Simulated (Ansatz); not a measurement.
## Geometry relaxation, with input and output: SnSe (part 1 of 2)

The run: geometry relaxation of SnSe (Pnma, 8 atoms in the cell). Method and program: DFT PBE+D3(BJ), scalar-relativistic, plane waves, PAW, no spin polarisation (Ansatz 0.2.0).

The structure derives from an entry of the Crystallography Open Database. It belongs to a series of runs on one base structure; here: volume × 0.97, shape and atoms relaxed.

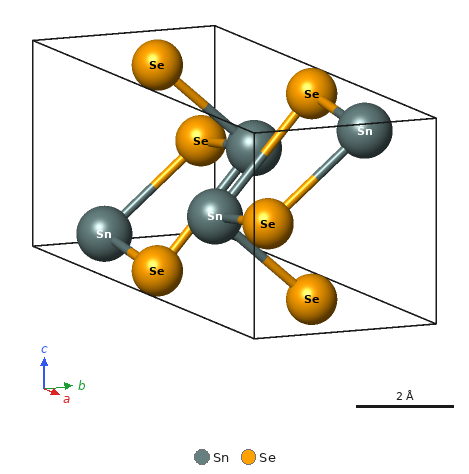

Figure 1. The structure as given in the input (ball-and-stick view of the cell of the calculation, seen slightly off an axis). An atom can appear more than once, as a periodic image.

### Key numbers

```tsv
quantity	value
outcome	converged
space group (tolerance 0.01 Å)	Pnma (62)
electrons treated	120
free energy	−45979.4948 eV
Fermi energy	9.982 eV
gap on the k-point mesh	0.44 eV
pressure	1.17 GPa
final volume	203.59 Å³
largest force (length of the vector) at the end	0.001 eV/Å
final cell	a = 11.374 Å, b = 4.149 Å, c = 4.314 Å, α = 90.00°, β = 90.00°, γ = 90.00°
hardware	2 threads of AMD EPYC (Zen 5), 16 GiB of memory available, shared host
wall time	78 s (CPU time 2.6 min)
peak memory	1.1 GiB
```

### Input
```yaml
crystal:
  lattice:
    - [11.3656330142, 0.0, 0.0]
    - [0.0, 4.1254116778, 0.0]
    - [0.0, 0.0, 4.3420138315]
  atoms:
    - { symbol: Sn, position: [0.1176252655, 0.25, 0.0953416092] }
    - { symbol: Sn, position: [0.3823747345, 0.75, 0.5953416092] }
    - { symbol: Sn, position: [0.6176252655, 0.25, 0.4046583908] }
    - { symbol: Sn, position: [0.8823747345, 0.75, 0.9046583908] }
    - { symbol: Se, position: [0.3569825009, 0.25, 0.0230334017] }
    - { symbol: Se, position: [0.1430174991, 0.75, 0.5230334017] }
    - { symbol: Se, position: [0.8569825009, 0.25, 0.4769665983] }
    - { symbol: Se, position: [0.6430174991, 0.75, 0.9769665983] }
basis:
  ecutwfc: 420
kpoints:
  mp_grid: { grid: [4, 8, 8] }
hamiltonian:
  xc: pbe
  dispersion: d3bj
scf:
  occupations: { method: gaussian, width: 0.02 }
output:
  forces: true
  stress: true
  eigenvalues: true
relax:
  adjacent_minimum: "off"
  f_tol: 0.01
  max_steps: 30
  cell: { stress_tol: 0.1, fix: [volume] }
```

Launch command:
```bash
ansatz run input.yaml --threads 2 --pin off --max-ram 5120MiB --backend cpu --events-out ev --progress --plain --runs-dir out
```

### Log
```
Engine: ansatz 0.2.0, x86_64-unknown-linux-gnu
Pseudopotentials: kind: paw
Pseudopotential: Sn, paw, valence charge 14, recommended cutoff 420 eV (normal), Sn.paw.azcp
Pseudopotential: Se, paw, valence charge 16, recommended cutoff 420 eV (normal), Se.paw.azcp
Functional definition: PBE
  parameter kappa = 0.804
  parameter beta = 0.06672455060314922
  exchange = pbe_x(kappa = kappa, mu = beta*pi^2/3)
  correlation = pbe_c(beta = beta)
Crystal: 8 atoms, lattice volume = 203.588 Å³
Basis set: ecut = 420 eV, 3951 PW (Γ), exchange–correlation on 160×60×60 points (8 copies of the dense FFT grid, shifted against one another)
Bands: 72, of which v1, the nominal top of the filled ones, is band 60 counted from 1 (59 counted from 0)
Symmetry: 8 space group operations
Space group: Pnma (ITA 62), of the structure as read, at distance tolerance 5.9e-5 Å
k-points: 75 of 256
Non-local potential: Sn, projectors of the file, l = 0: 2, l = 1: 2, l = 2: 2, l = 3: 2
Non-local potential: Se, projectors of the file, l = 0: 2, l = 1: 2, l = 2: 3, l = 3: 1
PAW form: soft (Blöchl's): semilocal exchange-correlation on the pseudo side does not see the compensation charge
PAW one-centre angular grid: Sn, 590 points (default); XC on 64 Gauss nodes
PAW one-centre angular grid: Se, 590 points (default); XC on 64 Gauss nodes
Initial density: superposition of atomic densities (neutral atoms: chi_scale 0, normalization atom), corrected by the library's trained network
Initial wavefunctions: pseudopotential atomic-orbital guess
Functional: x = pbe(κ = 0.804, μ = 0.2195149727645171), c = pbe(β = 0.06672455060314922)
SCF iter   1: F=—  HF=-45979.486057 eV  |F-HF|=—  |Δ(HF+E_count)|=         —  Δρ=1.46e-3  dr2=4.06e-3  ethr=1.77e-3  ⟨swp⟩=6.5  Hψ=20292  notcnv=0  defer=17
preconditioner: auto → Resta (q_TF=auto, 2.498 Å⁻¹)  ε∞=2.9  [insulator: Δε(μ)=0.530 eV  Ē_g=16.890 eV  σ=0.020 eV  W_gap=1.00  n_scr=56 (ndim 8)  ℏωp=23.3 eV  f_vac=0.001  D(μ)=0.00/eV (n_scr^D=0)  ε∞_Penn≈2.9]
SCF iter   2: F=—  HF=-45979.483056 eV  |F-HF|=—  |Δ(HF+E_count)|=   3.00e-3  Δρ=7.50e-4  dr2=9.90e-4  ethr=3.39e-6  ⟨swp⟩=2.0  Hψ=11144  notcnv=0  defer=442
SCF iter   3: F=—  HF=-45979.483390 eV  |F-HF|=—  |Δ(HF+E_count)|=   3.34e-4  Δρ=2.73e-4  dr2=9.12e-5  ethr=8.25e-7  ⟨swp⟩=3.0  Hψ=9242  notcnv=0  defer=442
SCF iter   4: F=—  HF=-45979.483448 eV  |F-HF|=—  |Δ(HF+E_count)|=   5.77e-5  Δρ=1.03e-4  dr2=1.44e-5  ethr=7.60e-8  ⟨swp⟩=2.0  Hψ=9450  notcnv=0  defer=442
SCF iter   5: F=—  HF=-45979.483453 eV  |F-HF|=—  |Δ(HF+E_count)|=   5.62e-6  Δρ=1.75e-5  dr2=5.65e-7  ethr=1.20e-8  ⟨swp⟩=2.0  Hψ=7950  notcnv=0  defer=442
SCF iter   6: F=-45979.483453 eV  HF=-45979.483453 eV  |F-HF|=1.38e-8  |Δ(HF+E_count)|=   8.59e-8  Δρ=6.43e-6  dr2=6.08e-8  ethr=8.33e-11  ⟨swp⟩=10.0  Hψ=25874  notcnv=0
SCF 1 converged in 6 iterations: F = -45979.483453 eV  dr2 = 6.08e-8
  greatest PAW one-centre occupation: 1.000 electrons in one spin orbital (limit 2), on the Se atom at site 7 (counted from 0), in its partial waves of l = 2
relax step   1: F+E_penalty+E_count = -45979.48345332 eV  Δ(F+E_penalty+E_count) = +0.000e0 eV  max|allowed force component| = 1.380e-1 eV/Å  Δτ_max = 0.0000 Å  P = +1.767 GPa  Ω = 203.588 Å³  fix = [volume]  reactions: volume +1.767 GPa  (6 SCF iters, dr2 threshold 1.00e-7 eV, accepted)
Basis set: ecut = 420 eV, 3947 PW (Γ), exchange–correlation on 160×60×60 points (8 copies of the dense FFT grid, shifted against one another)
Initial density: handed on by an earlier stage of this run
Initial wavefunctions: those handed on with the density
iter 1 solved again at ethr=2.00e-5 eV; its pass at ethr=3.10e-3 eV (dr2=2.41e-2 eV) is discarded
SCF iter   1: F=—  HF=-45979.482228 eV  |F-HF|=—  |Δ(HF+E_count)|=         —  Δρ=4.02e-3  dr2=2.36e-2  ethr=2.00e-5  ⟨swp⟩=3.0  Hψ=25199  notcnv=0
preconditioner: auto → Resta (q_TF=auto, 2.498 Å⁻¹)  ε∞=2.9  [insulator: Δε(μ)=0.508 eV  Ē_g=16.842 eV  σ=0.020 eV  W_gap=1.00  n_scr=56 (ndim 8)  ℏωp=23.3 eV  f_vac=0.002  D(μ)=0.00/eV (n_scr^D=0)  ε∞_Penn≈2.9]
SCF iter   2: F=—  HF=-45979.475945 eV  |F-HF|=—  |Δ(HF+E_count)|=   6.28e-3  Δρ=1.86e-3  dr2=4.35e-3  ethr=1.97e-5  ⟨swp⟩=2.3  Hψ=8451  notcnv=0
SCF iter   3: F=—  HF=-45979.475350 eV  |F-HF|=—  |Δ(HF+E_count)|=   5.95e-4  Δρ=4.05e-4  dr2=2.93e-4  ethr=3.63e-6  ⟨swp⟩=3.0  Hψ=10802  notcnv=0
SCF iter   4: F=—  HF=-45979.475459 eV  |F-HF|=—  |Δ(HF+E_count)|=   1.10e-4  Δρ=7.57e-5  dr2=1.26e-5  ethr=2.44e-7  ⟨swp⟩=2.0  Hψ=6888  notcnv=0
SCF iter   5: F=—  HF=-45979.475460 eV  |F-HF|=—  |Δ(HF+E_count)|=   9.42e-7  Δρ=2.32e-5  dr2=1.31e-6  ethr=1.05e-8  ⟨swp⟩=2.0  Hψ=9900  notcnv=0
SCF iter   6: F=-45979.475460 eV  HF=-45979.475460 eV  |F-HF|=1.42e-7  |Δ(HF+E_count)|=   1.37e-9  Δρ=9.61e-6  dr2=1.78e-7  ethr=6.67e-10  ⟨swp⟩=6.3  Hψ=23679  notcnv=0
SCF 2 converged in 6 iterations: F = -45979.475460 eV  dr2 = 1.78e-7
relax step   2: F+E_penalty+E_count = -45979.47546029 eV  Δ(F+E_penalty+E_count) = +7.993e-3 eV  max|allowed force component| = 1.817e-1 eV/Å  Δτ_max = 0.0779 Å  P = +0.770 GPa  Ω = 203.588 Å³  energy of the carried Pulay correction = +2.537e-17 eV  fix = [volume]  (6 SCF iters, dr2 threshold 8.00e-7 eV, rejected (line search))
Basis set: ecut = 420 eV, 3955 PW (Γ), exchange–correlation on 160×60×60 points (8 copies of the dense FFT grid, shifted against one another)
iter 1 solved again at ethr=1.15e-5 eV; its pass at ethr=3.10e-3 eV (dr2=1.38e-2 eV) is discarded
SCF iter   1: F=—  HF=-45979.497811 eV  |F-HF|=—  |Δ(HF+E_count)|=         —  Δρ=3.17e-3  dr2=1.41e-2  ethr=1.15e-5  ⟨swp⟩=2.6  Hψ=24072  notcnv=0
preconditioner: auto → Resta (q_TF=auto, 2.498 Å⁻¹)  ε∞=2.9  [insulator: Δε(μ)=0.489 eV  Ē_g=16.896 eV  σ=0.020 eV  W_gap=1.00  n_scr=56 (ndim 8)  ℏωp=23.3 eV  f_vac=0.001  D(μ)=0.00/eV (n_scr^D=0)  ε∞_Penn≈2.9]
SCF iter   2: F=—  HF=-45979.493752 eV  |F-HF|=—  |Δ(HF+E_count)|=   4.06e-3  Δρ=1.43e-3  dr2=2.47e-3  ethr=1.15e-5  ⟨swp⟩=2.1  Hψ=8407  notcnv=0
SCF iter   3: F=—  HF=-45979.493407 eV  |F-HF|=—  |Δ(HF+E_count)|=   3.45e-4  Δρ=2.96e-4  dr2=1.62e-4  ethr=2.06e-6  ⟨swp⟩=2.1  Hψ=10805  notcnv=0
SCF iter   4: F=—  HF=-45979.493451 eV  |F-HF|=—  |Δ(HF+E_count)|=   4.44e-5  Δρ=5.46e-5  dr2=6.76e-6  ethr=1.35e-7  ⟨swp⟩=2.0  Hψ=6647  notcnv=0
SCF iter   5: F=—  HF=-45979.493499 eV  |F-HF|=—  |Δ(HF+E_count)|=   4.80e-5  Δρ=1.55e-5  dr2=6.42e-7  ethr=5.63e-9  ⟨swp⟩=2.0  Hψ=8400  notcnv=0
SCF iter   6: F=—  HF=-45979.493499 eV  |F-HF|=—  |Δ(HF+E_count)|=   1.58e-7  Δρ=5.32e-6  dr2=5.71e-8  ethr=5.35e-10  ⟨swp⟩=2.0  Hψ=9900  notcnv=0
SCF iter   7: F=—  HF=-45979.493499 eV  |F-HF|=—  |Δ(HF+E_count)|=   2.56e-8  Δρ=1.25e-6  dr2=3.59e-9  ethr=4.76e-11  ⟨swp⟩=2.0  Hψ=9900  notcnv=0
SCF iter   8: F=—  HF=-45979.493499 eV  |F-HF|=—  |Δ(HF+E_count)|=  9.24e-10  Δρ=4.76e-7  dr2=4.41e-10  ethr=1.00e-12  ⟨swp⟩=5.1  Hψ=20556  notcnv=0
SCF iter   9: F=-45979.493499 eV  HF=-45979.493499 eV  |F-HF|=2.91e-11  |Δ(HF+E_count)|=  3.57e-10  Δρ=1.19e-7  dr2=3.05e-11  ethr=1.00e-12  ⟨swp⟩=4.3  Hψ=19153  notcnv=0
SCF 3 converged in 9 iterations: F = -45979.493499 eV  dr2 = 3.05e-11
relax step   3: F+E_penalty+E_count = -45979.49349936 eV  Δ(F+E_penalty+E_count) = -1.005e-2 eV  max|allowed force component| = 1.447e-2 eV/Å  Δτ_max = 0.0264 Å  P = +1.255 GPa  Ω = 203.588 Å³  energy of the carried Pulay correction = +1.268e-17 eV  fix = [volume]  reactions: volume +1.255 GPa  (9 SCF iters, accepted)
Basis set: ecut = 420 eV, 3963 PW (Γ), exchange–correlation on 160×60×60 points (8 copies of the dense FFT grid, shifted against one another)
iter 1 solved again at ethr=8.48e-8 eV; its pass at ethr=3.10e-3 eV (dr2=1.02e-4 eV) is discarded
SCF iter   1: F=—  HF=-45979.493895 eV  |F-HF|=—  |Δ(HF+E_count)|=         —  Δρ=2.33e-4  dr2=1.04e-4  ethr=8.48e-8  ⟨swp⟩=3.1  Hψ=23158  notcnv=0
preconditioner: auto → Resta (q_TF=auto, 2.498 Å⁻¹)  ε∞=2.9  [insulator: Δε(μ)=0.480 eV  Ē_g=16.880 eV  σ=0.020 eV  W_gap=1.00  n_scr=56 (ndim 8)  ℏωp=23.3 eV  f_vac=0.001  D(μ)=0.00/eV (n_scr^D=0)  ε∞_Penn≈2.9]
SCF iter   2: F=—  HF=-45979.493872 eV  |F-HF|=—  |Δ(HF+E_count)|=   2.33e-5  Δρ=1.00e-4  dr2=1.41e-5  ethr=8.48e-8  ⟨swp⟩=2.0  Hψ=8392  notcnv=0
SCF iter   3: F=—  HF=-45979.493920 eV  |F-HF|=—  |Δ(HF+E_count)|=   4.82e-5  Δρ=2.94e-5  dr2=1.34e-6  ethr=1.18e-8  ⟨swp⟩=2.9  Hψ=9761  notcnv=0
SCF iter   4: F=—  HF=-45979.493919 eV  |F-HF|=—  |Δ(HF+E_count)|=   1.62e-6  Δρ=4.92e-6  dr2=5.48e-8  ethr=1.12e-9  ⟨swp⟩=2.0  Hψ=6600  notcnv=0
iter 5 did not close the SCF: its close was put off for the readings that it lacked (scf_convergence_deferred on its scf_iter line)
SCF iter   5: F=-45979.493919 eV  HF=-45979.493919 eV  |F-HF|=4.37e-11  |Δ(HF+E_count)|=   7.40e-9  Δρ=1.22e-6  dr2=3.15e-9  ethr=4.57e-11  ⟨swp⟩=2.0  Hψ=8400  notcnv=0
SCF iter   6: F=-45979.493919 eV  HF=-45979.493919 eV  |F-HF|=1.31e-10  |Δ(HF+E_count)|=   1.05e-9  Δρ=4.25e-7  dr2=4.00e-10  ethr=2.62e-12  ⟨swp⟩=2.1  Hψ=18668  notcnv=0
SCF 4 converged in 6 iterations: F = -45979.493919 eV  dr2 = 4.00e-10
  greatest PAW one-centre occupation: 1.000 electrons in one spin orbital (limit 2), on the Se atom at site 6 (counted from 0), in its partial waves of l = 2
relax step   4: F+E_penalty+E_count = -45979.49391878 eV  Δ(F+E_penalty+E_count) = -4.194e-4 eV  max|allowed force component| = 1.426e-2 eV/Å  Δτ_max = 0.0056 Å  P = +1.233 GPa  Ω = 203.588 Å³  fix = [volume]  reactions: volume +1.233 GPa  (6 SCF iters, dr2 threshold 1.31e-8 eV, accepted)
Basis set: ecut = 420 eV, 3961 PW (Γ), exchange–correlation on 160×60×60 points (8 copies of the dense FFT grid, shifted against one another)
iter 1 solved again at ethr=7.26e-7 eV; its pass at ethr=3.10e-3 eV (dr2=8.71e-4 eV) is discarded
SCF iter   1: F=—  HF=-45979.494812 eV  |F-HF|=—  |Δ(HF+E_count)|=         —  Δρ=6.35e-4  dr2=8.97e-4  ethr=7.26e-7  ⟨swp⟩=3.1  Hψ=24263  notcnv=0
preconditioner: auto → Resta (q_TF=auto, 2.498 Å⁻¹)  ε∞=2.9  [insulator: Δε(μ)=0.441 eV  Ē_g=16.877 eV  σ=0.020 eV  W_gap=1.00  n_scr=56 (ndim 8)  ℏωp=23.3 eV  f_vac=0.001  D(μ)=0.00/eV (n_scr^D=0)  ε∞_Penn≈2.9]
SCF iter   2: F=—  HF=-45979.494624 eV  |F-HF|=—  |Δ(HF+E_count)|=   1.88e-4  Δρ=2.79e-4  dr2=1.12e-4  ethr=7.26e-7  ⟨swp⟩=2.0  Hψ=8400  notcnv=0
SCF iter   3: F=—  HF=-45979.494623 eV  |F-HF|=—  |Δ(HF+E_count)|=   1.72e-6  Δρ=9.32e-5  dr2=1.32e-5  ethr=9.33e-8  ⟨swp⟩=2.6  Hψ=8423  notcnv=0
SCF iter   4: F=—  HF=-45979.494673 eV  |F-HF|=—  |Δ(HF+E_count)|=   5.07e-5  Δρ=1.17e-5  dr2=3.10e-7  ethr=1.10e-8  ⟨swp⟩=2.0  Hψ=6596  notcnv=0
SCF iter   5: F=—  HF=-45979.494675 eV  |F-HF|=—  |Δ(HF+E_count)|=   1.22e-6  Δρ=3.29e-6  dr2=1.99e-8  ethr=2.58e-10  ⟨swp⟩=2.0  Hψ=8400  notcnv=0
SCF iter   6: F=-45979.494675 eV  HF=-45979.494675 eV  |F-HF|=3.57e-10  |Δ(HF+E_count)|=   3.63e-9  Δρ=1.16e-6  dr2=2.85e-9  ethr=1.06e-11  ⟨swp⟩=4.6  Hψ=19796  notcnv=0
SCF 5 converged in 6 iterations: F = -45979.494675 eV  dr2 = 2.85e-9
relax step   5: F+E_penalty+E_count = -45979.49467458 eV  Δ(F+E_penalty+E_count) = -7.558e-4 eV  max|allowed force component| = 9.138e-3 eV/Å  Δτ_max = 0.0165 Å  P = +1.181 GPa  Ω = 203.588 Å³  energy of the carried Pulay correction = +1.268e-17 eV  fix = [volume]  reactions: volume +1.181 GPa  (6 SCF iters, dr2 threshold 1.27e-8 eV, accepted)
Basis set: ecut = 420 eV, 3953 PW (Γ), exchange–correlation on 160×60×60 points (8 copies of the dense FFT grid, shifted against one another)
iter 1 solved again at ethr=6.47e-7 eV; its pass at ethr=3.10e-3 eV (dr2=7.76e-4 eV) is discarded
SCF iter   1: F=—  HF=-45979.494913 eV  |F-HF|=—  |Δ(HF+E_count)|=         —  Δρ=6.09e-4  dr2=8.16e-4  ethr=6.47e-7  ⟨swp⟩=3.9  Hψ=22505  notcnv=0
preconditioner: auto → Resta (q_TF=auto, 2.498 Å⁻¹)  ε∞=2.9  [insulator: Δε(μ)=0.438 eV  Ē_g=16.876 eV  σ=0.020 eV  W_gap=1.00  n_scr=56 (ndim 8)  ℏωp=23.3 eV  f_vac=0.001  D(μ)=0.00/eV (n_scr^D=0)  ε∞_Penn≈2.9]
SCF iter   2: F=—  HF=-45979.494687 eV  |F-HF|=—  |Δ(HF+E_count)|=   2.26e-4  Δρ=2.34e-4  dr2=6.49e-5  ethr=6.47e-7  ⟨swp⟩=2.0  Hψ=8400  notcnv=0
SCF iter   3: F=—  HF=-45979.494733 eV  |F-HF|=—  |Δ(HF+E_count)|=   4.60e-5  Δρ=7.43e-5  dr2=6.76e-6  ethr=5.41e-8  ⟨swp⟩=2.8  Hψ=9525  notcnv=0
SCF iter   4: F=—  HF=-45979.494733 eV  |F-HF|=—  |Δ(HF+E_count)|=   1.92e-7  Δρ=1.33e-5  dr2=3.36e-7  ethr=5.63e-9  ⟨swp⟩=3.0  Hψ=9900  notcnv=0
SCF iter   5: F=—  HF=-45979.494733 eV  |F-HF|=—  |Δ(HF+E_count)|=   6.89e-8  Δρ=2.76e-6  dr2=1.43e-8  ethr=2.80e-10  ⟨swp⟩=2.0  Hψ=8400  notcnv=0
SCF iter   6: F=—  HF=-45979.494733 eV  |F-HF|=—  |Δ(HF+E_count)|=   1.44e-9  Δρ=8.94e-7  dr2=1.43e-9  ethr=1.19e-11  ⟨swp⟩=2.0  Hψ=9900  notcnv=0
SCF iter   7: F=-45979.494733 eV  HF=-45979.494733 eV  |F-HF|=2.91e-11  |Δ(HF+E_count)|=  6.40e-10  Δρ=3.11e-7  dr2=2.06e-10  ethr=1.00e-12  ⟨swp⟩=5.0  Hψ=19896  notcnv=0
SCF 6 converged in 7 iterations: F = -45979.494733 eV  dr2 = 2.06e-10
relax step   6: F+E_penalty+E_count = -45979.49473301 eV  Δ(F+E_penalty+E_count) = -5.842e-5 eV  max|allowed force component| = 1.318e-2 eV/Å  Δτ_max = 0.0121 Å  P = +1.173 GPa  Ω = 203.588 Å³  energy of the carried Pulay correction = +1.268e-17 eV  fix = [volume]  reactions: volume +1.173 GPa  (7 SCF iters, accepted)
iter 1 solved again at ethr=1.14e-7 eV; its pass at ethr=3.10e-3 eV (dr2=1.37e-4 eV) is discarded
SCF iter   1: F=—  HF=-45979.494817 eV  |F-HF|=—  |Δ(HF+E_count)|=         —  Δρ=2.46e-4  dr2=1.39e-4  ethr=1.14e-7  ⟨swp⟩=2.6  Hψ=17746  notcnv=0
preconditioner: auto → Resta (q_TF=auto, 2.498 Å⁻¹)  ε∞=2.9  [insulator: Δε(μ)=0.438 eV  Ē_g=16.877 eV  σ=0.020 eV  W_gap=1.00  n_scr=56 (ndim 8)  ℏωp=23.3 eV  f_vac=0.001  D(μ)=0.00/eV (n_scr^D=0)  ε∞_Penn≈2.9]
SCF iter   2: F=—  HF=-45979.494781 eV  |F-HF|=—  |Δ(HF+E_count)|=   3.61e-5  Δρ=1.02e-4  dr2=1.35e-5  ethr=1.14e-7  ⟨swp⟩=3.0  Hψ=9280  notcnv=0
SCF iter   3: F=—  HF=-45979.494835 eV  |F-HF|=—  |Δ(HF+E_count)|=   5.39e-5  Δρ=2.99e-5  dr2=1.41e-6  ethr=1.12e-8  ⟨swp⟩=3.0  Hψ=9892  notcnv=0
SCF iter   4: F=—  HF=-45979.494836 eV  |F-HF|=—  |Δ(HF+E_count)|=   7.22e-7  Δρ=5.34e-6  dr2=4.47e-8  ethr=1.18e-9  ⟨swp⟩=2.6  Hψ=9637  notcnv=0
iter 5 did not close the SCF: its close was put off for the readings that it lacked (scf_convergence_deferred on its scf_iter line)
SCF iter   5: F=-45979.494836 eV  HF=-45979.494836 eV  |F-HF|=1.46e-10  |Δ(HF+E_count)|=  4.07e-10  Δρ=9.83e-7  dr2=1.68e-9  ethr=3.73e-11  ⟨swp⟩=2.0  Hψ=8400  notcnv=0
SCF iter   6: F=-45979.494836 eV  HF=-45979.494836 eV  |F-HF|=1.46e-11  |Δ(HF+E_count)|=  6.40e-10  Δρ=2.04e-7  dr2=7.94e-11  ethr=1.40e-12  ⟨swp⟩=2.1  Hψ=17665  notcnv=0
SCF 7 converged in 6 iterations: F = -45979.494836 eV  dr2 = 7.94e-11
relax step   7: F+E_penalty+E_count = -45979.49483565 eV  Δ(F+E_penalty+E_count) = -1.026e-4 eV  max|allowed force component| = 6.320e-4 eV/Å  Δτ_max = 0.0038 Å  P = +1.171 GPa  Ω = 203.588 Å³  energy of the carried Pulay correction = -2.537e-17 eV  fix = [volume]  reactions: volume +1.171 GPa  (6 SCF iters, dr2 threshold 1.09e-8 eV, accepted)
Initial wavefunctions: pseudopotential atomic-orbital guess (no wavefunctions were taken with the density)
iter 1 solved again at ethr=1.81e-7 eV; its pass at ethr=3.10e-3 eV (dr2=2.17e-4 eV) is discarded
SCF iter   1: F=—  HF=-45979.493519 eV  |F-HF|=—  |Δ(HF+E_count)|=         —  Δρ=2.26e-4  dr2=2.17e-6  ethr=1.81e-7  ⟨swp⟩=3.1  Hψ=33443  notcnv=0
preconditioner: auto → Resta (q_TF=auto, 2.498 Å⁻¹)  ε∞=2.9  [insulator: Δε(μ)=0.438 eV  Ē_g=16.878 eV  σ=0.020 eV  W_gap=1.00  n_scr=56 (ndim 8)  ℏωp=23.3 eV  f_vac=0.001  D(μ)=0.00/eV (n_scr^D=0)  ε∞_Penn≈2.9]
SCF iter   2: F=—  HF=-45979.494512 eV  |F-HF|=—  |Δ(HF+E_count)|=   9.93e-4  Δρ=1.14e-4  dr2=5.49e-7  ethr=1.81e-9  ⟨swp⟩=2.0  Hψ=6829  notcnv=0
SCF iter   3: F=—  HF=-45979.494842 eV  |F-HF|=—  |Δ(HF+E_count)|=   3.30e-4  Δρ=1.54e-6  dr2=1.03e-9  ethr=4.58e-10  ⟨swp⟩=2.0  Hψ=6472  notcnv=0
iter 4 did not close the SCF: its close was put off for the readings that it lacked (scf_convergence_deferred on its scf_iter line)
SCF iter   4: F=-45979.494842 eV  HF=-45979.494842 eV  |F-HF|=5.24e-10  |Δ(HF+E_count)|=   4.00e-8  Δρ=2.76e-7  dr2=8.31e-11  ethr=1.00e-12  ⟨swp⟩=2.0  Hψ=9902  notcnv=0
iter 5 did not close the SCF: its close was put off for the readings that it lacked (scf_convergence_deferred on its scf_iter line)
SCF iter   5: F=-45979.494842 eV  HF=-45979.494842 eV  |F-HF|=2.91e-11  |Δ(HF+E_count)|=  5.09e-10  Δρ=9.76e-8  dr2=1.68e-11  ethr=1.00e-12  ⟨swp⟩=1.0  Hψ=5400  notcnv=0
iter 6 did not close the SCF: its close was put off for the readings that it lacked (scf_convergence_deferred on its scf_iter line)
SCF iter   6: F=-45979.494842 eV  HF=-45979.494842 eV  |F-HF|=1.46e-11  |Δ(HF+E_count)|=  2.18e-11  Δρ=3.38e-8  dr2=3.09e-12  ethr=1.00e-12  ⟨swp⟩=1.0  Hψ=5400  notcnv=0
iter 7 did not close the SCF: its close was put off for the readings that it lacked (scf_convergence_deferred on its scf_iter line)
SCF iter   7: F=-45979.494842 eV  HF=-45979.494842 eV  |F-HF|=7.28e-12  |Δ(HF+E_count)|=  1.46e-11  Δρ=8.73e-9  dr2=1.30e-13  ethr=1.00e-12  ⟨swp⟩=1.0  Hψ=5400  notcnv=0
SCF iter   8: F=-45979.494842 eV  HF=-45979.494842 eV  |F-HF|=0.00e0  |Δ(HF+E_count)|=    0.00e0  Δρ=2.17e-9  dr2=1.31e-14  ethr=1.00e-12  ⟨swp⟩=1.7  Hψ=12664  notcnv=0
SCF 8 converged in 8 iterations: F = -45979.494842 eV  dr2 = 1.31e-14
relax step   8: F+E_penalty+E_count = -45979.49484227 eV  Δ(F+E_penalty+E_count) = -6.620e-6 eV  max|allowed force component| = 6.307e-4 eV/Å  Δτ_max = 0.0000 Å  P = +1.170 GPa  Ω = 203.588 Å³  fix = [volume]  reactions: volume +1.170 GPa  stress off target by 8.61e-3 GPa on what of the cell is left free  SCF on the basis re-selected at this cell (its energy is not comparable with the rows above)  (8 SCF iters)
```
